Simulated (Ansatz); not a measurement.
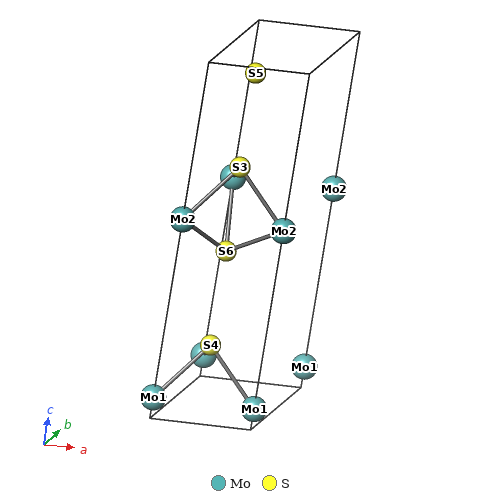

The system is MoS2 (P-6m2, No. 187; 6 atoms in the cell); the picture shows the reference structure. Gamma surface: rigid slide across a plane, one fault a cell; the plane is (0 0 1) of the conventional cell, and the faces at the cut hold S and Mo. Places are given modulo a cell vector. The map is drawn in real space over the plane of the slide. Nothing is relaxed (rigid halves, spacing across the cut fixed). Grid: 12 × 12 points; 31 points were computed and 113 follow by symmetry. Energies: meV/Å², counted from the lowest grid point. The band gap closes in part of the range. Theory: Ansatz 0.2.0, DFT PBE+D3(BJ), scalar-relativistic, plane waves, PAW. Settings: cutoff 420 eV, k-mesh 10×10×2 in the order of the run's cell vectors, gaussian smearing 0.05 eV, no spin polarisation.

Its coordinates:

```xyz
6
Lattice="-3.1495 0.0000 0.0000 -1.5747 -2.7275 0.0000 0.0000 0.0000 13.2901" Properties=species:S:1:pos:R:3 pbc="T T T"
Mo    0.0000    0.0000    0.7834
Mo    0.0000    0.0000    7.4285
S    -1.5747   -0.9092    8.9953
S    -1.5747   -0.9092    2.3503
S    -1.5747   -0.9092   12.5067
S    -1.5747   -0.9092    5.8617
```

Range: slide along a1 from 0.000 to 0.917; slide along a2 from 0.000 to 0.917.

**What landscape does the calculation give?**

The lowest grid point is at (0/12, 0/12) of the cell vectors. There is a further well near (8/12, 8/12) of the cell vectors (96 meV/Å² above the lowest at that grid point). These are metastable stacking faults of the rigid slide. The highest grid point, (4/12, 4/12) of the cell vectors, lies 1374 meV/Å² above the lowest. On the interpolated surface the easiest way out of the lowest well to the well at (8/12, 8/12) of the cell vectors passes a barrier of about 220 meV/Å².

| slide along a2 ↓, slide along a1 → | 0/12 | 1/12 | 2/12 | 3/12 | 4/12 | 5/12 | 6/12 | 7/12 | 8/12 | 9/12 | 10/12 | 11/12 |
| --- | --- | --- | --- | --- | --- | --- | --- | --- | --- | --- | --- | --- |
| 11/12 | 39 | 39 | 92 | 186 | 268 | 316 | 338 | 338 | 316 | 268 | 186 | 92 |
| 10/12 | 149 | 136 | 149 | 186 | 222 | 218 | 202 | 196 | 202 | 218 | 222 | 186 |
| 9/12 | 296 | 310 | 310 | 296 | 268 | 218 | 157 | 123 | 123 | 157 | 218 | 268 |
| 8/12 | 421 | 505 | 540 | 505 | 421 | 316 | 202 | 123 | 96 | 123 | 202 | 316 |
| 7/12 | 515 | 679 | 785 | 785 | 679 | 515 | 338 | 196 | 123 | 123 | 196 | 338 |
| 6/12 | 552 | 789 | 991 | 1072 | 991 | 789 | 552 | 338 | 202 | 157 | 202 | 338 |
| 5/12 | 515 | 789 | 1074 | 1263 | 1263 | 1074 | 789 | 515 | 316 | 218 | 218 | 316 |
| 4/12 | 421 | 679 | 991 | 1263 | 1374 | 1263 | 991 | 679 | 421 | 268 | 222 | 268 |
| 3/12 | 296 | 505 | 785 | 1072 | 1263 | 1263 | 1072 | 785 | 505 | 296 | 186 | 186 |
| 2/12 | 149 | 310 | 540 | 785 | 991 | 1074 | 991 | 785 | 540 | 310 | 149 | 92 |
| 1/12 | 39 | 136 | 310 | 505 | 679 | 789 | 789 | 679 | 505 | 310 | 136 | 39 |
| 0/12 | 0 | 39 | 149 | 296 | 421 | 515 | 552 | 515 | 421 | 296 | 149 | 39 |

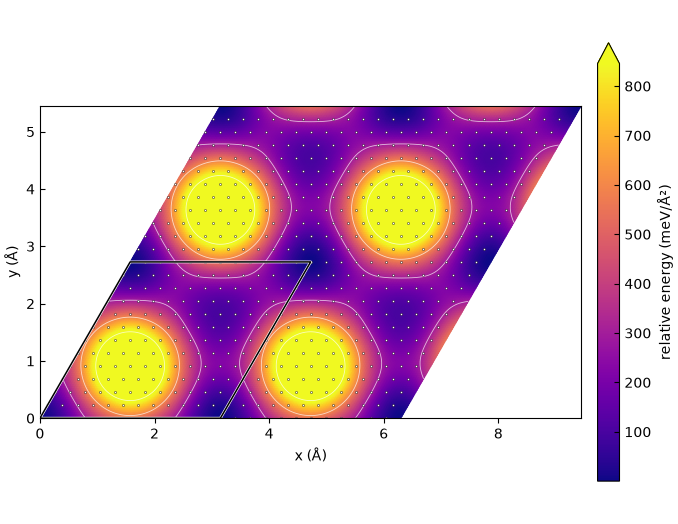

The picture shows a smooth colour map with a few white contour lines, dots at the grid points, the outline of one cell of the 2 × 2 shown, one colour for all values above the top of the scale. Between grid points the surface is interpolated.

Each point was launched as `ansatz run input.yaml --threads 2 --pin off --max-ram 4096MiB --backend cpu --events-out ev --progress --plain --runs-dir out`. Time for the 31 points that were run: 10 min on 2 threads of Arm Neoverse V1, with other jobs on the host.

PAW datasets: the set soft_1.
